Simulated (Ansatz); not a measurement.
## Gd: single-point calculation (part 2 of 2)

Continued. System: Gd (4 atoms in the cell). Method: DFT, PBE, PAW with Ansatz's default frozen-core files, fully relativistic files with spin-orbit coupling (Ansatz 0.2.0); cutoff 420 eV, 5×8×5 k-mesh, Fermi–Dirac smearing of 0.05 eV. The structure derives from an entry of the Crystallography Open Database. It belongs to a series of runs on one base structure; here: moments start +--+; spin-orbit coupling, moments along 100, PAW files.

Geometry of the input (Å; fractional positions):
```
0.0000  0.0000  5.7826
3.6360  0.0000  0.0000
0.0000  6.2977  0.0000
Gd 0.2500  1.0000  0.3333
Gd 0.2500  0.5000  0.8333
Gd 0.7500  0.5000  0.1667
Gd 0.7500  0.0000  0.6667
```

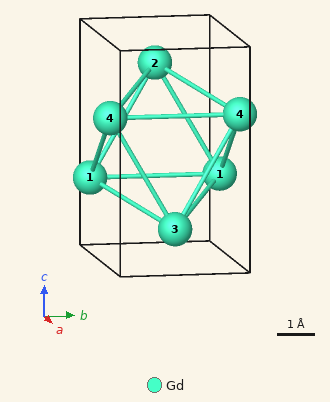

**Figure 1.** The structure (ball-and-stick view of the cell of the calculation, seen slightly off an axis; atoms are numbered from 1 in the order of the input). An atom can appear more than once, as a periodic image.

**Output, continued**
```
--- Occupation matrices: 4 shells (Löwdin-built; ε = 2.00e-2, provisional) ---
  Gd0 f_4F: site group D3h (-6m2); on the run's cell C2v (mm2)
  Gd0 f_4F spinor Tr n = 7.1160  λ = 0.003 0.005 0.006 0.011 0.023 0.035 0.039 0.999 0.999 0.999 0.999 0.999 0.999 0.999  [7× z3 0.14 E1/2(0.43)/E1/2(1.00) | 7× x(x2-3y2) 0.14 E1/2(0.43)/E1/2(1.00)]
  Gd1 f_4F: site group D3h (-6m2); on the run's cell C2v (mm2)
  Gd1 f_4F spinor Tr n = 7.1160  λ = 0.003 0.005 0.006 0.011 0.023 0.035 0.039 0.999 0.999 0.999 0.999 0.999 0.999 0.999  [7× z3 0.14 E1/2(0.43)/E1/2(1.00) | 7× x(x2-3y2) 0.14 E1/2(0.43)/E1/2(1.00)]
  Gd2 f_4F: site group D3h (-6m2); on the run's cell C2v (mm2)
  Gd2 f_4F spinor Tr n = 7.1160  λ = 0.003 0.005 0.006 0.011 0.023 0.035 0.039 0.999 0.999 0.999 0.999 0.999 0.999 0.999  [7× z3 0.14 E1/2(0.43)/E1/2(1.00) | 7× x(x2-3y2) 0.14 E1/2(0.43)/E1/2(1.00)]
  Gd3 f_4F: site group D3h (-6m2); on the run's cell C2v (mm2)
  Gd3 f_4F spinor Tr n = 7.1160  λ = 0.003 0.005 0.006 0.011 0.023 0.035 0.039 0.999 0.999 0.999 0.999 0.999 0.999 0.999  [7× z3 0.14 E1/2(0.43)/E1/2(1.00) | 7× x(x2-3y2) 0.14 E1/2(0.43)/E1/2(1.00)]
  Tr n, λ and their labels are of the run-group-symmetrised matrices; stabiliser: 16 of 32 elements of G0×{1,Θ} (closed), max defect 4.5e-15 at τ = 4.2e-3
settings of this run that can trade accuracy for cost: output.eigenvalues: false. Do not mix this run's numbers with those of runs without the same settings; the input reference describes each key
```

**File rho_z.tsv**
```
# z_ang	rho[e/angstrom^3]	m_x[e/angstrom^3]	m_y[e/angstrom^3]	m_z[e/angstrom^3]	m_norm[e/angstrom^3]
# format = ansatz-planar-average/11
# lattice	0.000000000	0.000000000	5.782600000
# lattice	3.636000000	0.000000000	0.000000000
# lattice	0.000000000	6.297736736	0.000000000
# sites	4
# site	64	3.636000000	2.099245579	1.445650000
# site	64	1.818000000	5.248113947	1.445650000
# site	64	1.818000000	1.049622789	4.336950000
# site	64	0.000000000	4.198491157	4.336950000
0.000000	1.465941e-1	9.654075e-19	-1.214306e-20	-1.720642e-2	1.720992e-2
0.139950	1.613075e-1	1.068315e-18	2.818926e-21	-1.926433e-2	1.926770e-2
0.279899	2.089163e-1	1.594414e-18	5.328854e-20	-2.892176e-2	2.900300e-2
0.419849	2.968273e-1	3.235446e-18	-3.458605e-20	-5.817047e-2	5.874351e-2
0.559799	4.258142e-1	6.863308e-18	1.498910e-20	-1.233983e-1	1.250680e-1
0.699749	5.771482e-1	1.263166e-17	1.193978e-19	-2.274753e-1	2.309822e-1
0.839698	7.140115e-1	1.905168e-17	-4.228388e-20	-3.429252e-1	3.490872e-1
0.979648	8.011083e-1	2.332146e-17	7.665309e-20	-4.195831e-1	4.298597e-1
1.119598	8.228513e-1	2.314059e-17	9.757820e-21	-4.165212e-1	4.337354e-1
1.259547	7.880312e-1	1.835930e-17	-5.258381e-20	-3.304979e-1	3.622581e-1
1.399497	7.288187e-1	1.073917e-17	1.799776e-20	-1.930420e-1	2.634023e-1
1.539447	6.909063e-1	2.172972e-18	8.088148e-20	-3.896636e-2	2.040680e-1
1.679396	7.045231e-1	-6.468323e-18	-1.235990e-20	1.166523e-1	2.251216e-1
1.819346	7.586808e-1	-1.474691e-17	1.621966e-19	2.656767e-1	3.120036e-1
1.959296	8.110192e-1	-2.123733e-17	-1.112391e-19	3.824284e-1	4.053291e-1
2.099246	8.201660e-1	-2.380999e-17	-3.794708e-20	4.292606e-1	4.425042e-1
2.239195	7.653267e-1	-2.158019e-17	-2.341877e-20	3.893150e-1	3.972972e-1
2.379145	6.499099e-1	-1.590811e-17	-1.297790e-19	2.866864e-1	2.913908e-1
2.519095	5.007384e-1	-9.527413e-18	6.095927e-20	1.715197e-1	1.740214e-1
2.659044	3.568059e-1	-4.736710e-18	4.050850e-20	8.552060e-2	8.652922e-2
2.798994	2.474548e-1	-2.246255e-18	2.331035e-20	4.002453e-2	4.029836e-2
2.938944	1.805464e-1	-1.266778e-18	-3.328501e-20	2.261121e-2	2.261507e-2
3.078894	1.502138e-1	-9.856516e-19	4.098284e-20	1.767358e-2	1.767703e-2
3.218843	1.502138e-1	-9.677860e-19	4.943962e-20	1.767358e-2	1.767703e-2
3.358793	1.805464e-1	-1.253920e-18	2.764716e-21	2.261121e-2	2.261507e-2
3.498743	2.474548e-1	-2.222127e-18	-6.369688e-20	4.002453e-2	4.029836e-2
3.638692	3.568059e-1	-4.745621e-18	-4.143008e-20	8.552060e-2	8.652922e-2
3.778642	5.007384e-1	-9.506339e-18	1.436568e-21	1.715197e-1	1.740214e-1
3.918592	6.499099e-1	-1.595910e-17	1.431147e-19	2.866864e-1	2.913908e-1
4.058541	7.653267e-1	-2.164103e-17	-5.421011e-21	3.893150e-1	3.972972e-1
4.198491	8.201660e-1	-2.384627e-17	4.510281e-20	4.292606e-1	4.425042e-1
4.338441	8.110192e-1	-2.126055e-17	1.235990e-20	3.824284e-1	4.053291e-1
4.478391	7.586808e-1	-1.472650e-17	-6.852158e-20	2.656767e-1	3.120036e-1
4.618340	7.045231e-1	-6.477593e-18	-2.016616e-20	1.166523e-1	2.251216e-1
4.758290	6.909063e-1	2.155543e-18	-3.577867e-20	-3.896636e-2	2.040680e-1
4.898240	7.288187e-1	1.072786e-17	-5.659535e-20	-1.930420e-1	2.634023e-1
5.038189	7.880312e-1	1.831632e-17	-9.020562e-20	-3.304979e-1	3.622581e-1
5.178139	8.228513e-1	2.311646e-17	-4.044074e-20	-4.165212e-1	4.337354e-1
5.318089	8.011083e-1	2.329534e-17	9.053088e-20	-4.195831e-1	4.298597e-1
5.458039	7.140115e-1	1.901692e-17	1.362300e-19	-3.429252e-1	3.490872e-1
5.597988	5.771482e-1	1.263603e-17	-2.209062e-20	-2.274753e-1	2.309822e-1
5.737938	4.258142e-1	6.834031e-18	1.263096e-20	-1.233983e-1	1.250680e-1
5.877888	2.968273e-1	3.203651e-18	6.197571e-20	-5.817047e-2	5.874351e-2
6.017837	2.089163e-1	1.614108e-18	2.344587e-20	-2.892176e-2	2.900300e-2
6.157787	1.613075e-1	1.061991e-18	1.458252e-20	-1.926433e-2	1.926770e-2
```

**File v_z.tsv**
```
# z_ang	v_es[eV]	v_tot[eV]	b_x[eV]	b_y[eV]	b_z[eV]
# format = ansatz-planar-average/11
# xc	pbe
# density_cutoff_ev	1680
# datasets	Gd=:simpson_from_first_knot:soft
# lattice	0.000000000	0.000000000	5.782600000
# lattice	3.636000000	0.000000000	0.000000000
# lattice	0.000000000	6.297736736	0.000000000
# sites	4
# site	64	3.636000000	2.099245579	1.445650000
# site	64	1.818000000	5.248113947	1.445650000
# site	64	1.818000000	1.049622789	4.336950000
# site	64	0.000000000	4.198491157	4.336950000
0.000000	1.110557e1	2.939507e0	-1.434156e-17	5.811324e-19	2.580604e-1
0.139950	1.078515e1	2.502455e0	-1.421354e-17	4.406198e-19	2.567936e-1
0.279899	9.974487e0	1.364791e0	-1.361032e-17	5.082740e-19	2.438106e-1
0.419849	8.933009e0	-1.313469e-1	-1.142717e-17	5.490400e-19	2.053570e-1
0.559799	7.843550e0	-1.670271e0	-8.682291e-18	1.743397e-19	1.560031e-1
0.699749	6.801180e0	-3.088689e0	-6.796213e-18	-1.500536e-19	1.216887e-1
0.839698	5.850444e0	-4.360614e0	-5.733695e-18	-7.762888e-20	1.030515e-1
0.979648	5.009078e0	-5.482181e0	-4.822531e-18	1.093743e-18	8.747535e-2
1.119598	4.223506e0	-6.519405e0	-3.770421e-18	-1.762479e-18	6.791929e-2
1.259547	3.479222e0	-7.483105e0	-2.459838e-18	1.755540e-18	4.473779e-2
1.399497	2.890083e0	-8.229406e0	-1.183949e-18	-5.516421e-19	2.279508e-2
1.539447	2.604681e0	-8.587403e0	-2.844947e-19	4.787837e-19	4.347303e-3
1.679396	2.702119e0	-8.465286e0	7.346554e-19	7.008283e-19	-1.325045e-2
1.819346	3.155228e0	-7.895150e0	1.908196e-18	1.144917e-18	-3.331085e-2
1.959296	3.841521e0	-7.016898e0	3.114696e-18	1.249001e-19	-5.652796e-2
2.099246	4.613290e0	-6.006637e0	4.286068e-18	9.089951e-19	-7.831690e-2
2.239195	5.418098e0	-4.937635e0	5.370270e-18	1.942890e-19	-9.552583e-2
2.379145	6.311860e0	-3.744104e0	6.177350e-18	7.563394e-19	-1.112097e-1
2.519095	7.313410e0	-2.397167e0	7.543445e-18	4.822531e-19	-1.362816e-1
2.659044	8.386352e0	-9.106121e-1	9.990272e-18	1.235990e-20	-1.800412e-1
2.798994	9.469036e0	6.398701e-1	1.264451e-17	-2.862294e-19	-2.277140e-1
2.938944	1.042385e1	2.000535e0	1.397309e-17	7.389922e-19	-2.529349e-1
3.078894	1.102246e1	2.826902e0	1.438238e-17	3.989864e-19	-2.578961e-1
3.218843	1.102246e1	2.826902e0	1.434313e-17	-6.938894e-21	-2.578961e-1
3.358793	1.042385e1	2.000535e0	1.398100e-17	-8.673617e-20	-2.529349e-1
3.498743	9.469036e0	6.398701e-1	1.264787e-17	3.044440e-19	-2.277140e-1
3.638692	8.386352e0	-9.106121e-1	1.004925e-17	6.505213e-20	-1.800412e-1
3.778642	7.313410e0	-2.397167e0	7.640156e-18	-3.433668e-19	-1.362816e-1
3.918592	6.311860e0	-3.744104e0	6.188626e-18	2.476318e-19	-1.112097e-1
4.058541	5.418098e0	-4.937635e0	5.329938e-18	-1.203031e-18	-9.552583e-2
4.198491	4.613290e0	-6.006637e0	4.397524e-18	3.989864e-19	-7.831690e-2
4.338441	3.841521e0	-7.016898e0	3.100818e-18	1.105019e-18	-5.652796e-2
4.478391	3.155228e0	-7.895150e0	1.828832e-18	1.023487e-19	-3.331085e-2
4.618340	2.702119e0	-8.465286e0	6.847821e-19	-2.983724e-19	-1.325045e-2
4.758290	2.604681e0	-8.587403e0	-2.164068e-19	1.155326e-18	4.347303e-3
4.898240	2.890083e0	-8.229406e0	-1.267215e-18	-9.627715e-19	2.279508e-2
5.038189	3.479222e0	-7.483105e0	-2.442274e-18	-1.155326e-18	4.473779e-2
5.178139	4.223506e0	-6.519405e0	-3.792756e-18	-3.321995e-19	6.791929e-2
5.318089	5.009078e0	-5.482181e0	-4.817327e-18	-5.182486e-19	8.747535e-2
5.458039	5.850444e0	-4.360614e0	-5.679485e-18	-4.090356e-19	1.030515e-1
5.597988	6.801180e0	-3.088689e0	-6.733763e-18	-1.168770e-19	1.216887e-1
5.737938	7.843550e0	-1.670271e0	-8.702023e-18	-1.169854e-19	1.560031e-1
5.877888	8.933009e0	-1.313469e-1	-1.138532e-17	-8.857932e-20	2.053570e-1
6.017837	9.974487e0	1.364791e0	-1.351393e-17	-8.625912e-19	2.438106e-1
6.157787	1.078515e1	2.502455e0	-1.447887e-17	-5.360296e-19	2.567936e-1
```

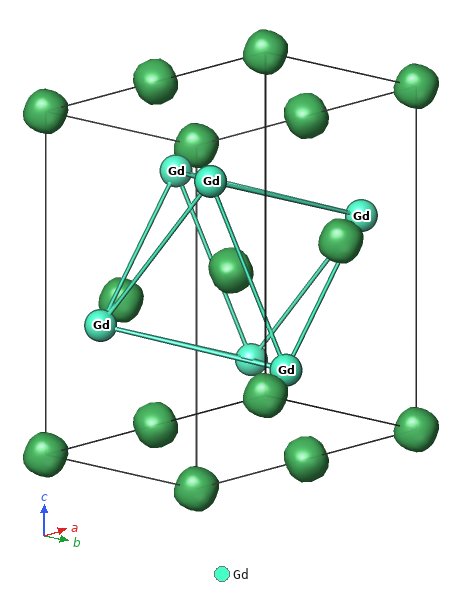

**Figure 2.** Isosurface of the ELF at 0.65 (green), seen at an oblique angle. Only the valence region is drawn (cores and ρ < 0.01 e/Å³ removed). Sticks mark near contacts. The outline is the calculation cell. Along the contacts the grid gives the following. Gd–Gd (3.57 Å): the ELF is about 0.15 at the midpoint (no shared electron pair). Gd–Gd (3.64 Å): the ELF is about 0.20 at the midpoint (no localised pair between them). Core electrons are frozen (PAW), so the fields are smoothed inside the atomic spheres.

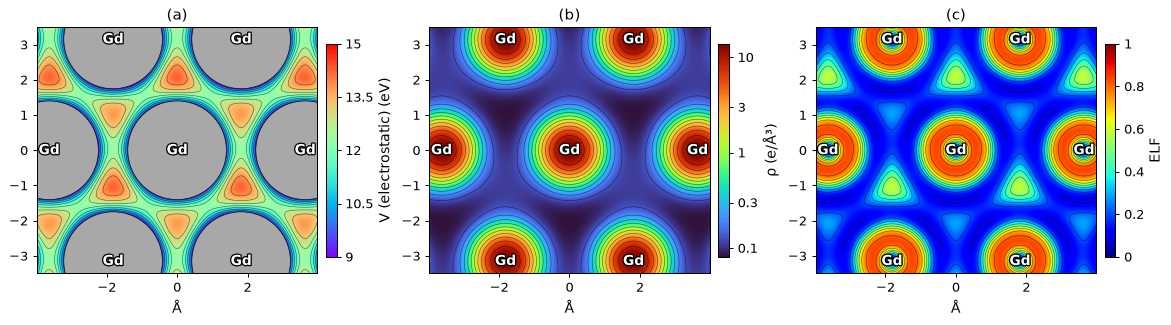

**Figure 3.** (a) electrostatic potential (local pseudopotential plus Hartree) felt by an electron; (b) valence electron density; (c) electron localisation function on the (100) plane of the calculation cell. Grey discs, where drawn, cover atomic cores. The section cuts through Gd sites. Gd–Gd (3.64 Å): ρ is about 0.1 e/Å³ halfway; the ELF is about 0.20 at the midpoint (no shared electron pair). Away from the nuclei the density in this plane falls to 0.08 e/Å³ at its lowest. The ELF has a maximum of about 0.60 in the space between the atoms. The strong features right at Gd lie inside the PAW spheres (semicore, d or f shells) and say nothing about bonding. Outside the cores the potential energy rises away from the atoms and is highest about 2.1 Å from the nearest atoms; outside the discs it spans about 5 eV, and its zero is arbitrary.

**Key numbers**

```json
{"quantity": "outcome", "value": "converged"}
{"quantity": "space group (tolerance 0.01 Å)", "value": "P6₃/mmc (194)"}
{"quantity": "electrons treated", "value": "72"}
{"quantity": "free energy", "value": "−37369.3769 eV"}
{"quantity": "Fermi energy", "value": "12.168 eV"}
{"quantity": "net moment of the cell", "value": "0.00 μB"}
{"quantity": "integrated absolute moment", "value": "29.01 μB"}
{"quantity": "wall time", "value": "3 min (CPU time 5.9 min)"}
{"quantity": "peak memory", "value": "1.8 GiB"}
```
